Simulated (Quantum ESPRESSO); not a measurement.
## Sb: 7 runs along one coordinate

System: Sb (P2₁/m, 2 atoms in the cell).
Method: Kohn-Sham DFT of a periodic cell, r2SCAN, SG15 PBE 1.2, no spin polarisation (Quantum ESPRESSO 7.5).

The 7 runs differ only in the geometry, by an even scaling of the cell at fixed fractional positions. The structure derives from a Materials Project entry.

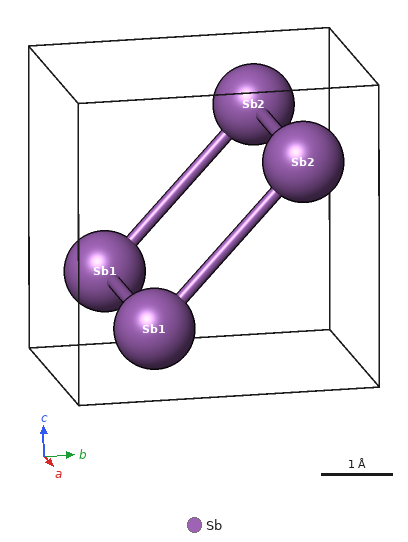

Figure 1. The structure of run 4 (ball-and-stick view of the cell of the calculation, seen slightly off an axis; atoms are numbered from 1 in the order of the input). An atom can appear more than once, as a periodic image.

### Input of run 4
```
&CONTROL
  calculation = 'scf'
  prefix = 'pwscf'
  outdir = './tmp'
  pseudo_dir = './pseudo'
  tprnfor = .true.
  tstress = .true.
  disk_io = 'nowf'
/
&SYSTEM
  ibrav = 0
  nat = 2
  ntyp = 1
  ecutwfc = 70
  nbnd = 22
  input_dft = 'r2scan'
  occupations = 'smearing'
  smearing = 'fd'
  degauss = 0.00367493
  nosym = .true.
  nr1 = 36
  nr2 = 48
  nr3 = 48
/
&ELECTRONS
  conv_thr = 1d-08
  electron_maxstep = 120
  mixing_beta = 0.5
/
ATOMIC_SPECIES
Sb   121.7600 Sb_ONCV_PBE-1.2.upf
CELL_PARAMETERS angstrom
   3.1224020000    0.0000000000    0.0000000000
   0.0000000000    4.3475180000    0.0000000000
  -0.0389150000    0.0000000000    4.4058520000
ATOMIC_POSITIONS crystal
Sb     0.0113890000    0.2500000000    0.2411660000
Sb     0.9886110000    0.7500000000    0.7588340000
K_POINTS automatic
5 3 3 0 0 0
```

Command:
```bash
OMP_NUM_THREADS=1 mpirun -n 2 pw.x -nk 2 -in pw.in > pw.out
```

Lattice vectors (Å) and fractional positions of run 4:
```
   3.122402    0.000000    0.000000
   0.000000    4.347518    0.000000
  -0.038915    0.000000    4.405852
Sb  0.011389  0.250000  0.241166
Sb  0.988611  0.750000  0.758834
```

Run 5 differs from it as follows:
```diff
-   3.1224020000    0.0000000000    0.0000000000
-   0.0000000000    4.3475180000    0.0000000000
-  -0.0389150000    0.0000000000    4.4058520000
+   3.1430807616    0.0000000000    0.0000000000
+   0.0000000000    4.3763103490    0.0000000000
+  -0.0391727227    0.0000000000    4.4350306782
```

### Results, with one run withheld

```tsv
run	volume per atom (Å³)	free energy per atom, from the lowest run given (meV)	pressure (GPa)
1	28.110	11.93	3.07
2	28.708	3.28	1.53
3	29.306	0.00	0.19
4	29.904	1.42	−0.99
5	30.502	?	?
6	31.100	16.41	−3.03
7	31.698	29.27	−3.91
```

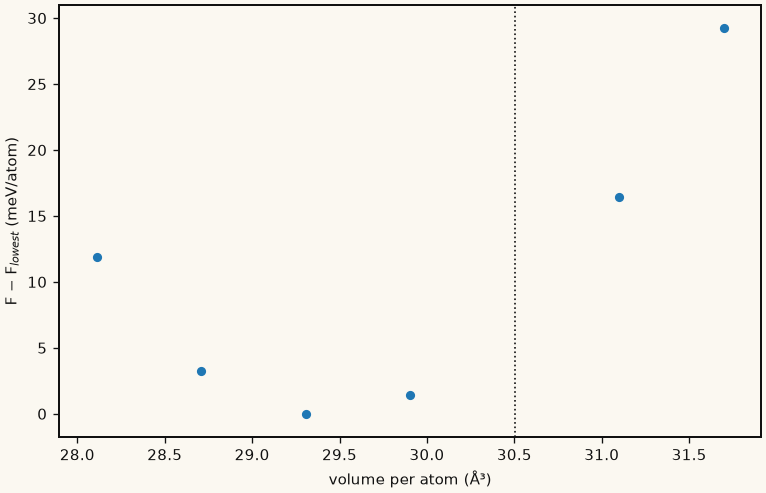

Figure 2. Free energy per atom of the runs given; the dotted line marks run 5.

What should run 5 give?

A cubic polynomial in V^(−2/3) (the Birch–Murnaghan form), fitted to the 6 runs given, misses them by at most 0.03 meV per atom. With x = V^(−2/3) − 0.10413 Å⁻², it reads F = 0.65082 − 1838.5 x + 1.1371e+06 x² + 2.4261e+06 x³ (meV per atom). At run 5 it gives 7.02 meV per atom, and the run itself gives 7.01. The slope of the fit gives a pressure −dF/dV of −2.03 GPa there, and the run prints −2.05 GPa. The fit has its minimum at 29.418 Å³ per atom, where V d²F/dV² gives 60.9 GPa. Cell shape and fractional positions are held, so this is the stiffness under even scaling; the relaxed bulk modulus wasn't computed.

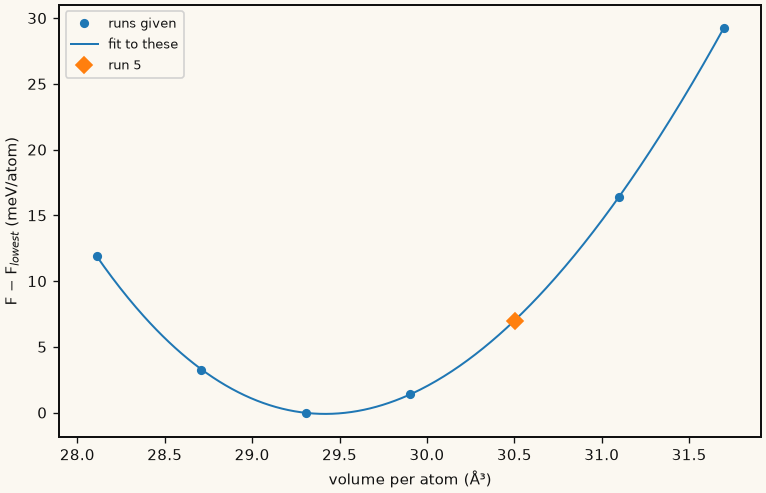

Figure 3. The fit and the withheld run.

### Some lines of the output (run 5)
```
[...]
     total energy              =    -280.56041340 Ry
     total energy              =    -280.73793608 Ry
     total energy              =    -280.74678989 Ry
     total energy              =    -280.74734824 Ry
     total energy              =    -280.74743530 Ry
     total energy              =    -280.74743941 Ry
     total energy              =    -280.74744081 Ry
     total energy              =    -280.74744089 Ry
     total energy              =    -280.74744090 Ry
     the Fermi energy is    11.6027 ev
!    total energy              =    -280.74744091 Ry
     The total energy is F=E-TS. E is the sum of the following terms:
     Computing stress (Cartesian axis) and pressure
          total   stress  (Ry/bohr**3)                   (kbar)     P=      -20.54
```

Notes: Further notes kept with the run: potentials made for another functional. Points of doubt noted for this run: coarse mesh; potentials made for another functional.
